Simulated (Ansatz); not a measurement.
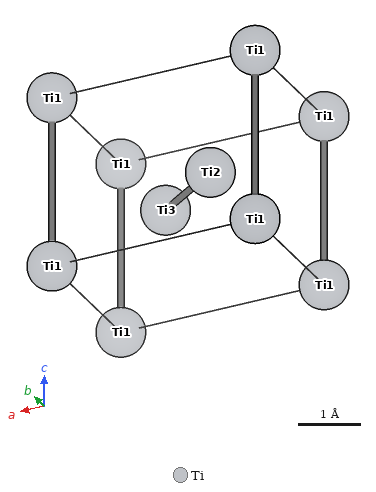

The input geometry of run A (ball-and-stick view of the cell of the calculation, seen at an oblique angle; atoms are numbered from 1 in the order of the input).

# Two runs on Ti

System: Ti (P6/mmm, 3 atoms in the cell).
Method of run A: DFT r2SCAN, scalar-relativistic, plane waves, PAW, no spin polarisation (Ansatz 0.2.0).

The structure derives from an entry of the Crystallography Open Database. Text and figures count atoms from 1; the logs count them from 0 in places.

**Input, run A**
```yaml
crystal:
  lattice:
    - [4.6, 0.0, 0.0]
    - [-2.3, 3.9837168574, 0.0]
    - [0.0, 0.0, 2.82]
  atoms:
    - { symbol: Ti, position: [0.0, 0.0, 0.0] }
    - { symbol: Ti, position: [0.3333333333, 0.6666666667, 0.5] }
    - { symbol: Ti, position: [0.6666666667, 0.3333333333, 0.5] }
basis:
  ecutwfc: 500
kpoints:
  mp_grid: { grid: [6, 6, 6] }
hamiltonian:
  xc: r2scan
scf:
  occupations: { method: gaussian, width: 0.1 }
output:
  forces: true
  stress: true
  eigenvalues: true
```

Launched with:
```bash
ansatz run input.yaml --threads 1 --pin off --max-ram 2560MiB --backend cpu --events-out ev --progress --plain --runs-dir out
```

Hardware: 1 thread of Intel Xeon @ 2.50GHz (Skylake/Cascade Lake), 192 GiB of memory available, shared host.

**Output, shortened to warnings, some set-up lines, iterations and results (run A)**
```
Basis set: ecut = 500 eV, 1301 PW (Γ), exchange–correlation on 144×144×96 points (64 copies of the dense FFT grid, shifted against one another)
Symmetry: 24 space group operations
k-points: 28 of 216
Initial density: superposition of atomic densities (neutral atoms: chi_scale 0, normalization atom), corrected by the library's trained network
[...]
SCF iter   1: F=—  HF=-7513.119543 eV  |F-HF|=—  |Δ(HF+E_count)|=         —  Δρ=1.97e-2  dr2=2.01e-1  dr2_τ=2.64e-2  ethr=1.77e-3  ⟨swp⟩=4.1  Hψ=2146  notcnv=0
SCF iter   2: F=—  HF=-7513.175077 eV  |F-HF|=—  |Δ(HF+E_count)|=   5.55e-2  Δρ=1.05e-2  dr2=9.68e-2  dr2_τ=5.10e-3  ethr=5.57e-4  ⟨swp⟩=2.2  Hψ=1346  notcnv=0
SCF iter   3: F=—  HF=-7513.292781 eV  |F-HF|=—  |Δ(HF+E_count)|=   1.18e-1  Δρ=3.75e-2  dr2=1.58e0  dr2_τ=4.17e-2  ethr=2.69e-4  ⟨swp⟩=3.4  Hψ=1279  notcnv=0  recentre
SCF iter   4: F=—  HF=-7513.167787 eV  |F-HF|=—  |Δ(HF+E_count)|=   1.25e-1  Δρ=2.73e-3  dr2=2.16e-3  dr2_τ=3.08e-4  ethr=2.69e-4  ⟨swp⟩=2.2  Hψ=958  notcnv=0
SCF iter   5: F=—  HF=-7513.170104 eV  |F-HF|=—  |Δ(HF+E_count)|=   2.32e-3  Δρ=2.68e-3  dr2=8.10e-3  dr2_τ=2.07e-4  ethr=5.99e-6  ⟨swp⟩=2.0  Hψ=1236  notcnv=0
SCF iter   6: F=—  HF=-7513.169615 eV  |F-HF|=—  |Δ(HF+E_count)|=   4.89e-4  Δρ=3.21e-4  dr2=6.95e-5  dr2_τ=2.88e-6  ethr=5.99e-6  ⟨swp⟩=2.0  Hψ=756  notcnv=0
SCF iter   7: F=—  HF=-7513.169638 eV  |F-HF|=—  |Δ(HF+E_count)|=   2.28e-5  Δρ=1.34e-4  dr2=1.43e-5  dr2_τ=3.64e-7  ethr=1.93e-7  ⟨swp⟩=2.2  Hψ=852  notcnv=0
SCF iter   8: F=—  HF=-7513.169637 eV  |F-HF|=—  |Δ(HF+E_count)|=   5.23e-7  Δρ=4.34e-5  dr2=2.05e-6  dr2_τ=4.86e-8  ethr=3.97e-8  ⟨swp⟩=1.9  Hψ=680  notcnv=0
SCF iter   9: F=-7513.169637 eV  HF=-7513.169637 eV  |F-HF|=5.70e-9  |Δ(HF+E_count)|=   1.39e-7  Δρ=2.94e-6  dr2=6.50e-9  dr2_τ=2.35e-10  ethr=2.78e-10  ⟨swp⟩=3.0  Hψ=2049  …
SCF 1 converged in 9 iterations: F = -7513.169637 eV  dr2 = 6.50e-9
SCF converged after 9 iterations
Free energy (F): -7513.169637 eV
Harris-Foulkes:  -7513.169637 eV  (|F-HF|=5.70e-9)
Internal energy: -7513.157862 eV  (E = F + TS)
E sigma→0 (E₀):  -7513.163749 eV
Entropy (-TS):   -0.011776 eV (-3.925 meV/atom)
Fermi energy:    13.412584 eV
--- Per-component energies (eV) ---
  E_band       = -509.456871
  E_kinetic    = 817.279988
  E_local      = -2423.032801  (includes V_loc(G=0)·N_el)
  E_nonlocal   = 21.985723
  E_hartree    = 992.780937
  E_xc         = -278.631271
  E_vxc        = -398.187934  (∫ρ·V_xc dr)
  E_paw        = -3170.220703  (= ΣΔE_a)
  E_vpaw       = -540.411637  (= ΣTr[D̂ρ^β])
  E_aug_tail   = 0.000285  (compensation charges beyond the density's cutoff)
  E_vtau       = 27.345775  (kinetic-family band-sum trace: ∫τ·v_τ [+ j·A + Jᵃ·Aᵃ] dr)
  E_ewald      = -3472.559648
  E_core_change = -0.760371  (= ΣΔE_core)
  E_smearing   = -0.011776  (= −TS)
  E_closure    = -0.000000  (closes the sum)
  Σ components = -7513.169637   (vs F -7513.169637, Δ=0.00e0)
--- Forces (eV/Å), atoms counted from 1 ---
  atom   1  Ti     0.00000000     0.00000000     0.00000000
  atom   2  Ti     0.00000000     0.00000000     0.00000000
  atom   3  Ti     0.00000000    -0.00000000     0.00000000
  max |Σ_I F_I| component: 7.40e-17 eV/Å
--- Stress (GPa, compression-positive) ---
       -1.917795      -0.000000       0.000000
       -0.000000      -1.917795       0.000000
        0.000000       0.000000      -0.326033
  P = ⅓ Tr σ = -1.3872 GPa (-13.872 kbar)
```

The input of run B differs as follows (lines with − go, lines with + come):
```diff
-  mp_grid: { grid: [6, 6, 6] }
+  mp_grid: { grid: [12, 12, 14] }
+  populations: true
+  write_density: true
+  write_potential: true
+  elf: true
+  volumetric_format: npy
```

Predict how the results change.

The free energy of run B is 2.7 meV per atom higher, which measures how much it depends on this numerical setting. The number of SCF iterations is the same. The irreducible k-points go from 28 to 152. On the same kind of shared host run B took about 4.6 times as long.

**Output, shortened to warnings, some set-up lines, iterations and results (run B)**
```
Basis set: ecut = 500 eV, 1301 PW (Γ), exchange–correlation on 144×144×96 points (64 copies of the dense FFT grid, shifted against one another)
Symmetry: 24 space group operations
k-points: 152 of 2016
Initial density: superposition of atomic densities (neutral atoms: chi_scale 0, normalization atom), corrected by the library's trained network
[...]
SCF iter   1: F=—  HF=-7513.110493 eV  |F-HF|=—  |Δ(HF+E_count)|=         —  Δρ=1.97e-2  dr2=2.01e-1  dr2_τ=2.66e-2  ethr=1.77e-3  ⟨swp⟩=4.0  Hψ=11542  notcnv=0
SCF iter   2: F=—  HF=-7513.166472 eV  |F-HF|=—  |Δ(HF+E_count)|=   5.60e-2  Δρ=1.05e-2  dr2=9.52e-2  dr2_τ=5.18e-3  ethr=5.57e-4  ⟨swp⟩=2.3  Hψ=7274  notcnv=0
SCF iter   3: F=—  HF=-7513.276885 eV  |F-HF|=—  |Δ(HF+E_count)|=   1.10e-1  Δρ=3.63e-2  dr2=1.48e0  dr2_τ=3.93e-2  ethr=2.64e-4  ⟨swp⟩=3.5  Hψ=6988  notcnv=0  recentre
SCF iter   4: F=—  HF=-7513.159535 eV  |F-HF|=—  |Δ(HF+E_count)|=   1.17e-1  Δρ=2.75e-3  dr2=2.06e-3  dr2_τ=3.02e-4  ethr=2.64e-4  ⟨swp⟩=2.1  Hψ=5175  notcnv=0
SCF iter   5: F=—  HF=-7513.161885 eV  |F-HF|=—  |Δ(HF+E_count)|=   2.35e-3  Δρ=2.59e-3  dr2=7.62e-3  dr2_τ=1.94e-4  ethr=5.74e-6  ⟨swp⟩=2.0  Hψ=6665  notcnv=0
SCF iter   6: F=—  HF=-7513.161417 eV  |F-HF|=—  |Δ(HF+E_count)|=   4.68e-4  Δρ=2.62e-4  dr2=2.49e-5  dr2_τ=1.79e-6  ethr=5.74e-6  ⟨swp⟩=2.0  Hψ=4147  notcnv=0
SCF iter   7: F=—  HF=-7513.161435 eV  |F-HF|=—  |Δ(HF+E_count)|=   1.81e-5  Δρ=1.76e-4  dr2=3.01e-5  dr2_τ=6.65e-7  ethr=6.93e-8  ⟨swp⟩=2.4  Hψ=5916  notcnv=0
SCF iter   8: F=—  HF=-7513.161433 eV  |F-HF|=—  |Δ(HF+E_count)|=   1.92e-6  Δρ=3.72e-5  dr2=1.58e-6  dr2_τ=3.65e-8  ethr=6.93e-8  ⟨swp⟩=2.0  Hψ=3845  notcnv=0
SCF iter   9: F=-7513.161433 eV  HF=-7513.161433 eV  |F-HF|=6.12e-10  |Δ(HF+E_count)|=   1.01e-7  Δρ=1.88e-6  dr2=1.62e-9  dr2_τ=7.38e-11  ethr=2.78e-10  ⟨swp⟩=5.7  Hψ=18399  …
SCF 1 converged in 9 iterations: F = -7513.161433 eV  dr2 = 1.62e-9
SCF converged after 9 iterations
Free energy (F): -7513.161433 eV
Harris-Foulkes:  -7513.161433 eV  (|F-HF|=6.12e-10)
Internal energy: -7513.151416 eV  (E = F + TS)
E sigma→0 (E₀):  -7513.156425 eV
Entropy (-TS):   -0.010017 eV (-3.339 meV/atom)
Fermi energy:    13.412964 eV
--- Per-component energies (eV) ---
  E_band       = -509.311829
  E_kinetic    = 817.337629
  E_local      = -2423.258926  (includes V_loc(G=0)·N_el)
  E_nonlocal   = 22.024776
  E_hartree    = 992.942330
  E_xc         = -278.630682
  E_vxc        = -398.196935  (∫ρ·V_xc dr)
  E_paw        = -3170.246809  (= ΣΔE_a)
  E_vpaw       = -540.456136  (= ΣTr[D̂ρ^β])
  E_aug_tail   = 0.000285  (compensation charges beyond the density's cutoff)
  E_vtau       = 27.352081  (kinetic-family band-sum trace: ∫τ·v_τ [+ j·A + Jᵃ·Aᵃ] dr)
  E_ewald      = -3472.559648
  E_core_change = -0.760371  (= ΣΔE_core)
  E_smearing   = -0.010017  (= −TS)
  E_closure    = -0.000000  (closes the sum)
  Σ components = -7513.161433   (vs F -7513.161433, Δ=0.00e0)
--- Forces (eV/Å), atoms counted from 1 ---
  atom   1  Ti    -0.00000000     0.00000000     0.00000000
  atom   2  Ti     0.00000000     0.00000000     0.00000000
  atom   3  Ti    -0.00000000    -0.00000000     0.00000000
  max |Σ_I F_I| component: 1.05e-30 eV/Å
--- Stress (GPa, compression-positive) ---
       -1.925886      -0.000000       0.000000
       -0.000000      -1.925886       0.000000
        0.000000       0.000000      -0.270587
  P = ⅓ Tr σ = -1.3741 GPa (-13.741 kbar)
--- Löwdin populations: 3 sites ---
  site symbol       q [e]
     0     Ti     11.7158
     1     Ti     11.8990
     2     Ti     11.8990
  spilling = 0.013508 (of n_electrons = 36.000000)
```

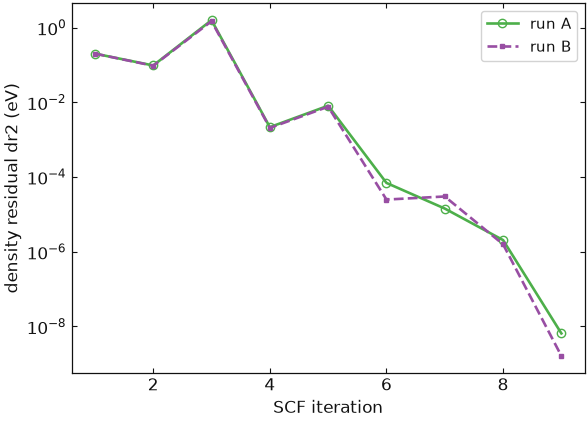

Convergence of the two runs: density residual dr2 against the SCF iteration. Run A takes 9 iterations in all, and run B takes 9.

**The two runs side by side**

| quantity | run A | run B |
| --- | --- | --- |
| outcome | converged | converged |
| free energy per atom (eV) | −2504.3899 | −2504.3871 |
| energy per atom, smearing taken to zero (eV) | −2504.3879 | −2504.3855 |
| gap on the mesh (eV) | 0.00 | 0.00 |
| pressure (GPa) | −1.39 | −1.37 |
| largest force (eV/Å) | 0.000 | 0.000 |
| SCF iterations | 9 | 9 |
| irreducible k-points | 28 | 152 |
| plane waves at Γ | 1301 | 1301 |
| wall time (shared host) | 7 s | 32 s |
